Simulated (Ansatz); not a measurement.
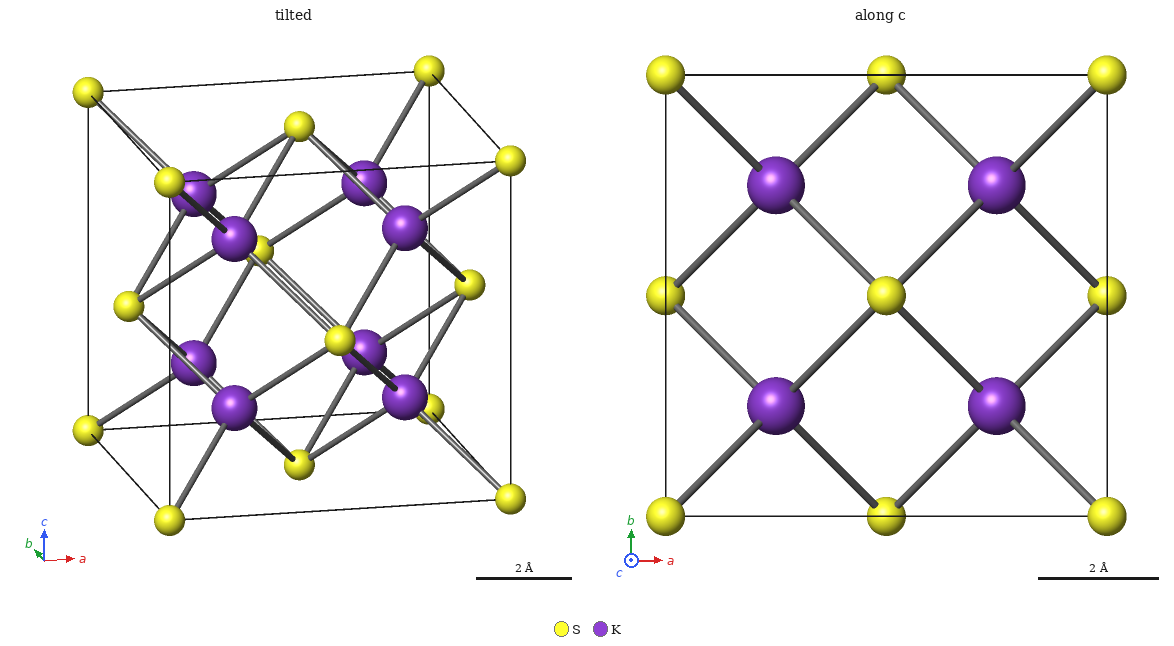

Ball-and-stick representation of a periodic structure, projected slightly off an axis and along the c axis. The parallelepiped is the conventional unit cell.

K₂S, antifluorite, space group Fm-3m (No. 225), a = 7.406 Å, b = 7.406 Å, c = 7.406 Å, α = 90.00°, β = 90.00°, γ = 90.00°. The initial geometry was a structure type filled with these elements by a generator (whether the compound takes this form wasn't checked). Earlier steps of the study, as a rule a relaxation of our own, may have changed the cell and positions, so they can lie some per cent off the listed ones. It was the input of a calculation with Ansatz.

This one geometry was computed with Ansatz (DFT, plane waves, PAW) at three levels of theory: HSE06, PBE and r2SCAN. It was relaxed beforehand with r2SCAN.

Q: How does the band gap change with the level of theory?

A: PBE: a gap of 2.38 eV, indirect; r2SCAN: a gap of 2.75 eV, indirect; HSE06: a gap of 3.31 eV, indirect.

Q: Collect the results in a table.

A:
| level | cutoff (eV) | k-mesh of the run's cell | gap (eV) | pressure (GPa) |
| --- | --- | --- | --- | --- |
| HSE06 | 420 | 4×4×4 | 3.31 | 0.1 |
| PBE | 420 | 6×6×6 | 2.38 | 0.4 |
| r2SCAN | 500 | 6×6×6 | 2.75 | 0.0 |

Gaps are taken on the k-mesh or band path of each run.
